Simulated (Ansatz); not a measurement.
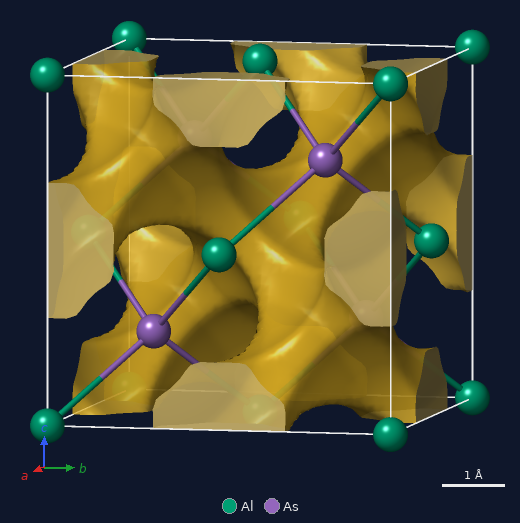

The yellow surface encloses the points that the centre of a probe sphere of radius 0.55 Å can occupy in AlAs (F-43m, No. 216), computed on a grid of about 0.16 Å (1×1×1 cells shown, view slightly off an axis; pale faces close the region where the box cuts it).

Hard-sphere model; covalent radii (Cordero): Al 1.21 Å, As 1.19 Å.

The cell is taken from coordinates from a relaxation (final pressure about -1.2 GPa) with DFT, PAW plane waves, r2scan (Ansatz 0.2.0).

```cif
data_structure
_symmetry_space_group_name_H-M 'P 1'
_symmetry_Int_Tables_number 1
_cell_length_a 5.7090
_cell_length_b 5.7090
_cell_length_c 5.7090
_cell_angle_alpha 90.000
_cell_angle_beta 90.000
_cell_angle_gamma 90.000
_cell_volume 186.07
loop_
_atom_site_label
_atom_site_type_symbol
_atom_site_fract_x
_atom_site_fract_y
_atom_site_fract_z
_atom_site_occupancy
Al1 Al 0.00000 0.00000 0.00000 1
As1 As 0.25000 0.25000 0.75000 1
Al2 Al 0.00000 0.50000 0.50000 1
As2 As 0.25000 0.75000 0.25000 1
Al3 Al 0.50000 0.00000 0.50000 1
As3 As 0.75000 0.25000 0.25000 1
Al4 Al 0.50000 0.50000 0.00000 1
As4 As 0.75000 0.75000 0.75000 1
```

**Describe the connectivity of the accessible space.**

Where they connect, they form a three-dimensional network.

**What share of the cell can the probe's centre reach?**

About 26 % of the volume (48 Å³ of 186.1 Å³).

**Give the largest included and the largest free sphere.**

The largest sphere that fits anywhere has a diameter of 2.56 Å; the largest that can travel through the crystal, about 2.2 Å.

**How does the connectivity change as the probe shrinks?**

Below a radius of about 1.12 Å the space forms a three-dimensional network. These are grid estimates, good to about 0.05 Å.
